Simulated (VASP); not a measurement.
# Run report: GaN, geometry relaxation (part 4 of 5)

GaN (slab, 8 atoms in the cell); Kohn-Sham DFT of a periodic cell, PBEsol, VASP PAW PBE potentials, recommended, no spin polarisation (VASP 6.6.1); cutoff 520 eV, 8×5×1 k-mesh, Gaussian smearing of 0.03 eV. The structure derives from an entry of the Crystallography Open Database.

Geometry of the input (Å; fractional positions):
```
3.1802  0.0000  0.0000
0.0000  5.1832  0.0000
0.0000  0.0000  18.6722
Ga 1.0000  0.0008  0.4017
Ga 0.5000  0.5008  0.4508
Ga 0.5000  0.0008  0.5492
Ga 0.0000  0.5008  0.5983
N  1.0000  0.6242  0.4017
N  0.5000  0.1242  0.4508
N  0.5000  0.6242  0.5492
N  0.0000  0.1242  0.5983
```

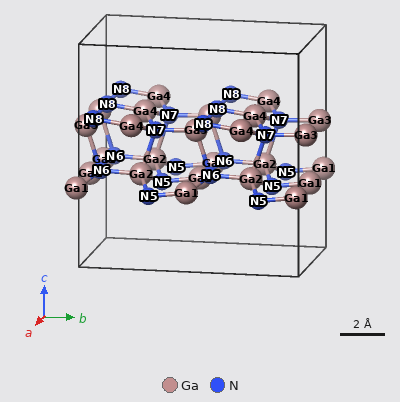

Figure 1. The geometry at step 7 of the log (ball-and-stick view of the 2 × 2 repeat of the cell, with the vacuum cut short, seen slightly off an axis; atoms are numbered from 1 in the order of the input).

### Parts of OUTCAR, continued
```
 k-point     3 :       0.2500    0.0000    0.0000
  band No.  band energies     occupation
      1     -18.1215      2.00000
      2     -17.7999      2.00000
      3     -17.4152      2.00000
      4     -17.3665      2.00000
      5     -16.2333      2.00000
      6     -16.2285      2.00000
      7     -16.1138      2.00000
      8     -16.1121      2.00000
      9     -16.0763      2.00000
     10     -16.0517      2.00000
     11     -15.8911      2.00000
     12     -15.8759      2.00000
     13     -15.8422      2.00000
     14     -15.7926      2.00000
     15     -15.6083      2.00000
     16     -15.5801      2.00000
     17     -15.4816      2.00000
     18     -15.4695      2.00000
     19     -15.4540      2.00000
     20     -15.4365      2.00000
     21     -15.3819      2.00000
     22     -14.5066      2.00000
     23     -13.7257      2.00000
     24     -13.4059      2.00000
     25      -8.8374      2.00000
     26      -7.9210      2.00000
     27      -7.1069      2.00000
     28      -6.6628      2.00000
     29      -6.4044      2.00000
     30      -6.3057      2.00000
     31      -5.1332      2.00000
     32      -4.2228      2.00000
     33      -4.0492      2.00000
     34      -3.6373      2.00000
     35      -3.2554      2.00000
     36      -2.6189      2.00000
     37       0.8138      0.00000
     38       1.1697      0.00000
     39       2.8361      0.00000
     40       3.0776      0.00000
     41       3.8812      0.00000
     42       4.1497      0.00000
     43       4.3528      0.00000

 k-point     4 :       0.3750    0.0000    0.0000
  band No.  band energies     occupation
      1     -17.8740      2.00000
      2     -17.6605      2.00000
      3     -17.3591      2.00000
      4     -17.3455      2.00000
      5     -16.2297      2.00000
      6     -16.2068      2.00000
      7     -16.1469      2.00000
      8     -16.1450      2.00000
      9     -16.0568      2.00000
     10     -16.0366      2.00000
     11     -15.8422      2.00000
     12     -15.8167      2.00000
     13     -15.7980      2.00000
     14     -15.7234      2.00000
     15     -15.5858      2.00000
     16     -15.5393      2.00000
     17     -15.4947      2.00000
     18     -15.4943      2.00000
     19     -15.4294      2.00000
     20     -15.4252      2.00000
     21     -15.0403      2.00000
     22     -14.1568      2.00000
     23     -13.5625      2.00000
     24     -13.5411      2.00000
     25      -8.5016      2.00000
     26      -8.4978      2.00000
     27      -7.5281      2.00000
     28      -7.3204      2.00000
     29      -6.9744      2.00000
     30      -6.3447      2.00000
     31      -5.5975      2.00000
     32      -5.0577      2.00000
     33      -4.5415      2.00000
     34      -3.7740      2.00000
     35      -3.0293      2.00000
     36      -2.9284      2.00000
     37       1.1072      0.00000
     38       1.4172      0.00000
     39       2.8798      0.00000
     40       3.1717      0.00000
     41       4.0313      0.00000
     42       4.4791      0.00000
     43       5.1436      0.00000

 k-point     5 :       0.5000    0.0000    0.0000
  band No.  band energies     occupation
      1     -17.7788      2.00000
      2     -17.6120      2.00000
      3     -17.3403      2.00000
      4     -17.3376      2.00000
      5     -16.2220      2.00000
      6     -16.1904      2.00000
      7     -16.1630      2.00000
      8     -16.1588      2.00000
      9     -16.0497      2.00000
     10     -16.0279      2.00000
     11     -15.8220      2.00000
     12     -15.7910      2.00000
     13     -15.7821      2.00000
     14     -15.7229      2.00000
     15     -15.5745      2.00000
     16     -15.5193      2.00000
     17     -15.5112      2.00000
     18     -15.5101      2.00000
     19     -15.4222      2.00000
     20     -15.3902      2.00000
     21     -14.5936      2.00000
     22     -13.9415      2.00000
     23     -13.8511      2.00000
     24     -13.5872      2.00000
     25      -8.5988      2.00000
     26      -8.3861      2.00000
     27      -8.3035      2.00000
     28      -7.4266      2.00000
     29      -7.0405      2.00000
     30      -5.7222      2.00000
     31      -5.6915      2.00000
     32      -5.5982      2.00000
     33      -5.0811      2.00000
     34      -3.5426      2.00000
     35      -3.2216      2.00000
     36      -2.9667      2.00000
     37       1.0832      0.00000
     38       1.5495      0.00000
     39       3.1395      0.00000
     40       3.4534      0.00000
     41       3.6721      0.00000
     42       4.2308      0.00000
     43       5.1045      0.00000

 [... the levels of 9 k-points are left out ...]

 k-point    15 :       0.5000    0.4000    0.0000
  band No.  band energies     occupation
      1     -17.7082      2.00000
      2     -17.6572      2.00000
      3     -17.3288      2.00000
      4     -17.3281      2.00000
      5     -16.1954      2.00000
      6     -16.1877      2.00000
      7     -16.1857      2.00000
      8     -16.1854      2.00000
      9     -16.0523      2.00000
     10     -16.0465      2.00000
     11     -15.8079      2.00000
     12     -15.8005      2.00000
     13     -15.6729      2.00000
     14     -15.6245      2.00000
     15     -15.5553      2.00000
     16     -15.5546      2.00000
     17     -15.4983      2.00000
     18     -15.4928      2.00000
     19     -15.4123      2.00000
     20     -15.3989      2.00000
     21     -14.4395      2.00000
     22     -14.1965      2.00000
     23     -13.8068      2.00000
     24     -13.6916      2.00000
     25      -9.0917      2.00000
     26      -9.0522      2.00000
     27      -8.9726      2.00000
     28      -8.6465      2.00000
     29      -5.0300      2.00000
     30      -5.0146      2.00000
     31      -4.7399      2.00000
     32      -4.5804      2.00000
     33      -4.3170      2.00000
     34      -4.2688      2.00000
     35      -3.0872      2.00000
     36      -3.0450      2.00000
     37       0.9006      0.00000
     38       1.3797      0.00000
     39       2.4990      0.00000
     40       3.1725      0.00000
     41       3.4196      0.00000
     42       3.6616      0.00000
     43       4.7688      0.00000

------------------------ aborting loop because EDIFF is reached ----------------------------------------

 vacuum level on the upper side and lower side of the slab       (xc-potential included)        -0.016        -0.016

  FORCE on cell =-STRESS in cart. coord.  units (eV):
  Direction    XX          YY          ZZ          XY          YZ          ZX
  --------------------------------------------------------------------------------------
  -------------------------------------------------------------------------------------
  Total        4.0561762      4.1463718     -0.0823110      0.0000000      0.0000000      0.0000000
  in kB       21.1141513     21.5836582     -0.4284643      0.0000000      0.0000000      0.0000000
  external PRESSURE =      14.0897818 kB  Pullay stress =       0.0000000 kB

 VOLUME and BASIS-vectors are now :
 -----------------------------------------------------------------------------
  energy-cutoff  :      520.00
  volume of cell :      307.79
      direct lattice vectors                 reciprocal lattice vectors
     3.180230030  0.000000000  0.000000000     0.314442663  0.000000000  0.000000000
     0.000000000  5.183217000  0.000000000     0.000000000  0.192930375  0.000000000
     0.000000000  0.000000000 18.672215140     0.000000000  0.000000000  0.053555510

 POSITION                                       TOTAL-FORCE (eV/Angst)
 -----------------------------------------------------------------------------------
      3.18023      5.06891      7.83148         0.000000      0.010488      0.004903
      1.59012      2.61102      8.21610         0.000000      0.008899     -0.007101
      1.59011      0.01941     10.45611         0.000000      0.008899      0.007101
      0.00000      2.47730     10.84074         0.000000      0.010488     -0.004903
      3.18023      3.28069      7.51624         0.000000     -0.002580      0.006581
      1.59012      0.70162      8.38786         0.000000     -0.016807      0.004682
      1.59011      3.29323     10.28435         0.000000     -0.016807     -0.004682
      0.00000      0.68908     11.15597         0.000000     -0.002580     -0.006581
 -----------------------------------------------------------------------------------
    total drift:                               -0.000028      0.000854      0.001277

  FREE ENERGIE OF THE ION-ELECTRON SYSTEM (eV)
  ---------------------------------------------------
  free  energy   TOTEN  =       -49.1934255338 eV

  energy  without entropy=      -49.1934255338  energy(sigma->0) =      -49.19342553

 reached required accuracy - stopping structural energy minimisation

 vacuum level on the upper side and lower side of the slab         3.215         3.215
```

### CONTCAR
```
GaN
   1.00000000000000
     3.1802300300000002    0.0000000000000000    0.0000000000000000
     0.0000000000000000    5.1832170000000000    0.0000000000000000
     0.0000000000000000    0.0000000000000000   18.6722151399999987
  Ga              N
     4     4
Direct
     0.9999994900000004    0.9779468618825903    0.4194187199959210
     0.5000004899999979    0.5037442462463337    0.4400175676413289
     0.4999994799999996    0.0037442462463335    0.5599824323586708
     0.0000004799999971    0.4779468618825906    0.5805812800040788
     0.9999994900000004    0.6329448759030075    0.4025362199456015
     0.5000004899999979    0.1353640159680685    0.4492163171879713
     0.4999994799999996    0.6353640159680682    0.5507836828120288
     0.0000004799999971    0.1329448759030075    0.5974637800543985

  0.00000000E+00  0.00000000E+00  0.00000000E+00
  0.00000000E+00  0.00000000E+00  0.00000000E+00
  0.00000000E+00  0.00000000E+00  0.00000000E+00
  0.00000000E+00  0.00000000E+00  0.00000000E+00
  0.00000000E+00  0.00000000E+00  0.00000000E+00
  0.00000000E+00  0.00000000E+00  0.00000000E+00
  0.00000000E+00  0.00000000E+00  0.00000000E+00
  0.00000000E+00  0.00000000E+00  0.00000000E+00
```

### Trajectory as extended XYZ (Å, eV, eV/Å), 22 frames, from step=0 to step=21
```
8
Lattice="3.1802 0.0000 0.0000 0.0000 5.1832 0.0000 0.0000 0.0000 18.6722" Properties=species:S:1:pos:R:3:forces:R:3 step=0 energy=-47.98631
Ga    3.1802    0.0039    7.5000    0.0000  -1.8274   1.7239
Ga    1.5901    2.5955    8.4181    0.0000   0.6793  -1.7447
Ga    1.5901    0.0039   10.2542    0.0000   0.6793   1.7447
Ga    0.0000    2.5955   11.1722    0.0000  -1.8274  -1.7239
N     3.1802    3.2356    7.5000    0.0000   0.6563   0.5560
N     1.5901    0.6440    8.4181    0.0000   0.4919  -1.6877
N     1.5901    3.2356   10.2542    0.0000   0.4919   1.6877
N     0.0000    0.6440   11.1722    0.0000   0.6563  -0.5560
8
Lattice="3.1802 0.0000 0.0000 0.0000 5.1832 0.0000 0.0000 0.0000 18.6722" Properties=species:S:1:pos:R:3:forces:R:3 step=1 energy=-48.85494
Ga    3.1802    5.0990    7.5832    0.0000  -0.1657   1.2972
Ga    1.5901    2.6283    8.3339    0.0000  -0.0090  -0.4058
Ga    1.5901    0.0367   10.3383    0.0000  -0.0090   0.4058
Ga    0.0000    2.5074   11.0891    0.0000  -0.1657  -1.2972
N     3.1802    3.2672    7.5268    0.0000  -0.0942   0.1706
N     1.5901    0.6677    8.3366    0.0000   0.2689  -0.4094
N     1.5901    3.2593   10.3356    0.0000   0.2689   0.4094
N     0.0000    0.6756   11.1454    0.0000  -0.0942  -0.1706
8
Lattice="3.1802 0.0000 0.0000 0.0000 5.1832 0.0000 0.0000 0.0000 18.6722" Properties=species:S:1:pos:R:3:forces:R:3 step=2 energy=-48.92954
Ga    3.1802    5.0650    7.6152    0.0000   0.9235   1.1453
Ga    1.5901    2.6409    8.3015    0.0000  -0.4330  -0.0326
Ga    1.5901    0.0493   10.3708    0.0000  -0.4330   0.0326
Ga    0.0000    2.4734   11.0570    0.0000   0.9235  -1.1453
N     3.1802    3.2794    7.5372    0.0000  -0.7145  -0.0132
N     1.5901    0.6768    8.3053    0.0000   0.2240  -0.0932
N     1.5901    3.2684   10.3669    0.0000   0.2240   0.0932
N     0.0000    0.6878   11.1351    0.0000  -0.7145   0.0132
8
Lattice="3.1802 0.0000 0.0000 0.0000 5.1832 0.0000 0.0000 0.0000 18.6722" Properties=species:S:1:pos:R:3:forces:R:3 step=3 energy=-49.07086
Ga    3.1802    5.0916    7.6949    0.0000  -0.5267   0.3825
Ga    1.5901    2.6264    8.2793    0.0000  -0.1773  -0.0347
Ga    1.5901    0.0348   10.3929    0.0000  -0.1773   0.0347
Ga    0.0000    2.5000   10.9773    0.0000  -0.5267  -0.3825
N     3.1802    3.2500    7.5430    0.0000   0.6170   0.0414
N     1.5901    0.6942    8.2806    0.0000   0.0870   0.3573
N     1.5901    3.2859   10.3916    0.0000   0.0870  -0.3573
N     0.0000    0.6584   11.1292    0.0000   0.6170  -0.0414
8
Lattice="3.1802 0.0000 0.0000 0.0000 5.1832 0.0000 0.0000 0.0000 18.6722" Properties=species:S:1:pos:R:3:forces:R:3 step=4 energy=-49.07106
Ga    3.1802    5.0906    7.6920    0.0000  -0.4778   0.4116
Ga    1.5901    2.6269    8.2801    0.0000  -0.1875  -0.0343
Ga    1.5901    0.0353   10.3921    0.0000  -0.1875   0.0343
Ga    0.0000    2.4990   10.9802    0.0000  -0.4778  -0.4116
N     3.1802    3.2511    7.5428    0.0000   0.5730   0.0387
N     1.5901    0.6936    8.2815    0.0000   0.0923   0.3421
N     1.5901    3.2852   10.3907    0.0000   0.0923  -0.3421
N     0.0000    0.6595   11.1294    0.0000   0.5730  -0.0387
8
Lattice="3.1802 0.0000 0.0000 0.0000 5.1832 0.0000 0.0000 0.0000 18.6722" Properties=species:S:1:pos:R:3:forces:R:3 step=5 energy=-49.13060
Ga    3.1802    5.0768    7.7457    0.0000  -0.0802   0.1810
Ga    1.5901    2.6114    8.2693    0.0000   0.1474  -0.1571
Ga    1.5901    0.0198   10.4029    0.0000   0.1474   0.1571
Ga    0.0000    2.4851   10.9265    0.0000  -0.0802  -0.1810
N     3.1802    3.2687    7.5471    0.0000   0.0890   0.1174
N     1.5901    0.7055    8.2891    0.0000  -0.1562   0.3945
N     1.5901    3.2971   10.3831    0.0000  -0.1562  -0.3945
N     0.0000    0.6771   11.1251    0.0000   0.0890  -0.1174
8
Lattice="3.1802 0.0000 0.0000 0.0000 5.1832 0.0000 0.0000 0.0000 18.6722" Properties=species:S:1:pos:R:3:forces:R:3 step=6 energy=-49.13601
Ga    3.1802    5.0710    7.7679    0.0000   0.1040   0.0961
Ga    1.5901    2.6049    8.2648    0.0000   0.3018  -0.2132
Ga    1.5901    0.0133   10.4074    0.0000   0.3018   0.2132
Ga    0.0000    2.4794   10.9043    0.0000   0.1040  -0.0961
N     3.1802    3.2760    7.5490    0.0000  -0.1301   0.1428
N     1.5901    0.7104    8.2923    0.0000  -0.2758   0.4130
N     1.5901    3.3020   10.3799    0.0000  -0.2758  -0.4130
N     0.0000    0.6843   11.1233    0.0000  -0.1301  -0.1428
8
Lattice="3.1802 0.0000 0.0000 0.0000 5.1832 0.0000 0.0000 0.0000 18.6722" Properties=species:S:1:pos:R:3:forces:R:3 step=7 energy=-49.16743
Ga    3.1802    5.0692    7.8029    0.0000   0.1104  -0.0173
Ga    1.5901    2.6132    8.2470    0.0000  -0.0805  -0.0275
Ga    1.5901    0.0216   10.4252    0.0000  -0.0805   0.0275
Ga    0.0000    2.4776   10.8693    0.0000   0.1104   0.0173
N     3.1802    3.2784    7.5593    0.0000  -0.0682  -0.0473
N     1.5901    0.7015    8.3196    0.0000   0.0383   0.3314
N     1.5901    3.2931   10.3526    0.0000   0.0383  -0.3314
N     0.0000    0.6868   11.1129    0.0000  -0.0682   0.0473
8
Lattice="3.1802 0.0000 0.0000 0.0000 5.1832 0.0000 0.0000 0.0000 18.6722" Properties=species:S:1:pos:R:3:forces:R:3 step=8 energy=-49.17032
Ga    3.1802    5.0684    7.8172    0.0000   0.1129  -0.0618
Ga    1.5901    2.6165    8.2397    0.0000  -0.2336   0.0483
Ga    1.5901    0.0249   10.4325    0.0000  -0.2336  -0.0483
Ga    0.0000    2.4768   10.8550    0.0000   0.1129   0.0618
N     3.1802    3.2794    7.5636    0.0000  -0.0416  -0.1256
N     1.5901    0.6979    8.3307    0.0000   0.1623   0.2945
N     1.5901    3.2895   10.3415    0.0000   0.1623  -0.2945
N     0.0000    0.6878   11.1086    0.0000  -0.0416   0.1256
8
Lattice="3.1802 0.0000 0.0000 0.0000 5.1832 0.0000 0.0000 0.0000 18.6722" Properties=species:S:1:pos:R:3:forces:R:3 step=9 energy=-49.18409
Ga    3.1802    5.0743    7.8319    0.0000  -0.1045  -0.0685
Ga    1.5901    2.6068    8.2332    0.0000   0.0151   0.0203
Ga    1.5901    0.0152   10.4390    0.0000   0.0151  -0.0203
Ga    0.0000    2.4827   10.8403    0.0000  -0.1045   0.0685
N     3.1802    3.2781    7.5615    0.0000   0.1296  -0.1319
N     1.5901    0.7030    8.3629    0.0000  -0.0402   0.1058
N     1.5901    3.2946   10.3093    0.0000  -0.0402  -0.1058
N     0.0000    0.6865   11.1107    0.0000   0.1296   0.1319
8
Lattice="3.1802 0.0000 0.0000 0.0000 5.1832 0.0000 0.0000 0.0000 18.6722" Properties=species:S:1:pos:R:3:forces:R:3 step=10 energy=-49.18427
Ga    3.1802    5.0751    7.8338    0.0000  -0.1326  -0.0701
Ga    1.5901    2.6055    8.2323    0.0000   0.0482   0.0162
Ga    1.5901    0.0139   10.4399    0.0000   0.0482  -0.0162
Ga    0.0000    2.4835   10.8384    0.0000  -0.1326   0.0701
N     3.1802    3.2780    7.5612    0.0000   0.1510  -0.1330
N     1.5901    0.7037    8.3671    0.0000  -0.0667   0.0803
N     1.5901    3.2953   10.3052    0.0000  -0.0667  -0.0803
N     0.0000    0.6864   11.1110    0.0000   0.1510   0.1330
8
Lattice="3.1802 0.0000 0.0000 0.0000 5.1832 0.0000 0.0000 0.0000 18.6722" Properties=species:S:1:pos:R:3:forces:R:3 step=11 energy=-49.18723
Ga    3.1802    5.0690    7.8350    0.0000   0.1536   0.0134
Ga    1.5901    2.6049    8.2309    0.0000   0.0830  -0.0239
Ga    1.5901    0.0132   10.4413    0.0000   0.0830   0.0239
Ga    0.0000    2.4774   10.8372    0.0000   0.1536  -0.0134
N     3.1802    3.2869    7.5522    0.0000  -0.1861  -0.1217
N     1.5901    0.7015    8.3841    0.0000  -0.0504  -0.0266
N     1.5901    3.2931   10.2882    0.0000  -0.0504   0.0266
N     0.0000    0.6953   11.1201    0.0000  -0.1861   0.1217
8
Lattice="3.1802 0.0000 0.0000 0.0000 5.1832 0.0000 0.0000 0.0000 18.6722" Properties=species:S:1:pos:R:3:forces:R:3 step=12 energy=-49.18773
Ga    3.1802    5.0707    7.8347    0.0000   0.0723  -0.0101
Ga    1.5901    2.6050    8.2313    0.0000   0.0738  -0.0137
Ga    1.5901    0.0134   10.4409    0.0000   0.0738   0.0137
Ga    0.0000    2.4791   10.8376    0.0000   0.0723   0.0101
N     3.1802    3.2845    7.5546    0.0000  -0.0912  -0.1234
N     1.5901    0.7021    8.3794    0.0000  -0.0549   0.0053
N     1.5901    3.2937   10.2928    0.0000  -0.0549  -0.0053
N     0.0000    0.6928   11.1176    0.0000  -0.0912   0.1234
8
Lattice="3.1802 0.0000 0.0000 0.0000 5.1832 0.0000 0.0000 0.0000 18.6722" Properties=species:S:1:pos:R:3:forces:R:3 step=13 energy=-49.19051
Ga    3.1802    5.0722    7.8346    0.0000  -0.0207  -0.0245
Ga    1.5901    2.6091    8.2299    0.0000  -0.0014  -0.0210
Ga    1.5901    0.0175   10.4423    0.0000  -0.0014   0.0210
Ga    0.0000    2.4806   10.8376    0.0000  -0.0207   0.0245
N     3.1802    3.2831    7.5433    0.0000  -0.0423  -0.0848
N     1.5901    0.6979    8.3874    0.0000   0.0644  -0.0205
N     1.5901    3.2895   10.2849    0.0000   0.0644   0.0205
N     0.0000    0.6915   11.1289    0.0000  -0.0423   0.0848
8
Lattice="3.1802 0.0000 0.0000 0.0000 5.1832 0.0000 0.0000 0.0000 18.6722" Properties=species:S:1:pos:R:3:forces:R:3 step=14 energy=-49.19071
Ga    3.1802    5.0728    7.8346    0.0000  -0.0541  -0.0295
Ga    1.5901    2.6105    8.2293    0.0000  -0.0279  -0.0240
Ga    1.5901    0.0189   10.4429    0.0000  -0.0279   0.0240
Ga    0.0000    2.4811   10.8377    0.0000  -0.0541   0.0295
N     3.1802    3.2826    7.5393    0.0000  -0.0245  -0.0701
N     1.5901    0.6963    8.3902    0.0000   0.1064  -0.0306
N     1.5901    3.2879   10.2820    0.0000   0.1064   0.0306
N     0.0000    0.6910   11.1329    0.0000  -0.0245   0.0701
```
